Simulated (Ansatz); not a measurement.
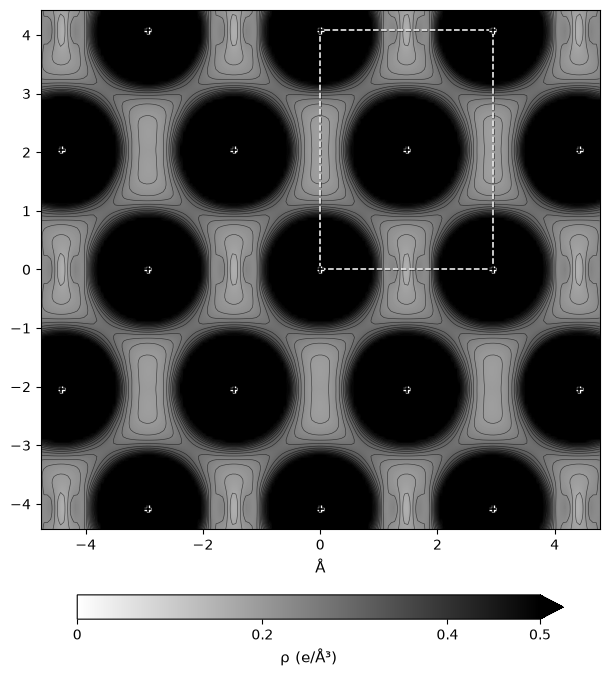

The valence electron density on a plane through atoms (crosses mark nuclei in the plane).

These are results of Ansatz 0.2.0, DFT PBEsol, scalar-relativistic, plane waves, PAW, not measurements.

Candidates:
A. ZnCu, a = 2.94 Å, b = 2.94 Å, c = 2.83 Å, α = 90.00°, β = 90.00°, γ = 90.00°. Space group P4/mmm; changed on purpose from its base cell (strain +0.000 along x and y, -0.040 along z, atoms carried along); computed without spin polarisation.
B. Cs, a = 6.22 Å, b = 6.22 Å, c = 5.72 Å, α = 90.00°, β = 90.00°, γ = 90.00°. Space group I4/mmm; computed without spin polarisation.

### Which system is this?

Candidate A: ZnCu on the (101̄) plane of the conventional cell, which holds Zn and Cu. Zn–Cu (2.52 Å): the density is about 0.28 e/Å³ at the midpoint.
